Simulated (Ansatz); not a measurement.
Input

```
crystal:
  lattice:
    - [0.0, 2.43364, 2.43364]
    - [2.43364, 0.0, 2.43364]
    - [2.43364, 2.43364, 0.0]
  atoms:
    - { symbol: Si, position: [0.75, 0.75, 0.75] }
    - { symbol: O, position: [0.0, 0.0, 0.0] }
hamiltonian:
  xc: hf
  pseudopotentials: { kind: paw }
kpoints:
  mp_grid: { grid: [5, 5, 5] }
scf:
  occupations: { method: fermi_dirac, width: 0.05 }
output:
  forces: true
  stress: true
  eigenvalues: true
  write_density: true
  write_potential: true
  elf: true
  volumetric_format: npy
```

Command:

```sh
ansatz run input.yaml --threads 2 --pin off --max-ram 5632MiB --backend cpu --events-out ev --progress --plain --runs-dir out
```

Below, planes, directions and counts refer to the conventional cell (a = 4.87 Å, b = 4.87 Å, c = 4.87 Å, α = 90.00°, β = 90.00°, γ = 90.00°).

Space group F-43m; a generated structure, not necessarily the stable one; computed pressure about 15 GPa in this cell.

Computed with Ansatz, Kohn-Sham DFT of a periodic cell, HF, Ansatz PAW.

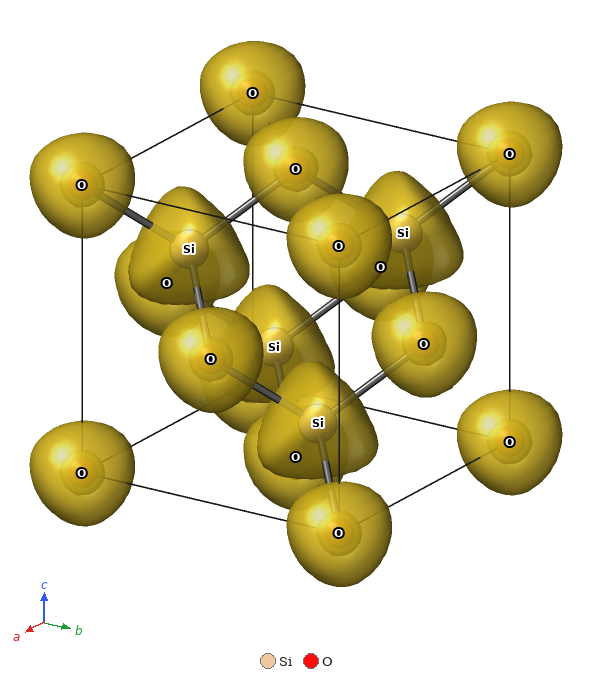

SiO. Isosurface of the electron localisation function at 0.7 (yellow), seen at an oblique angle. Core shells and regions of very low density are left out. Sticks mark near contacts.

Question: What do the ELF domains correspond to?

Answer: The surface consists of four regions wrapped around O (the valence shell of each) and four regions wrapped around Si (the valence shell of each), counted in one cell of 8 atoms. Any copies at cell faces, edges or corners count once.

Values along the shortest contacts:
Si–O (2.11 Å): the ELF peaks at about 0.80 in the valence shell of O, 0.6 Å from its nucleus, and drops to about 0.45 between the two atoms.

Question: Does the calculation give a band gap?

Answer: It is gapped, with a Kohn–Sham gap of 4.7 eV on the k-point mesh, an upper bound to the gap of this method.
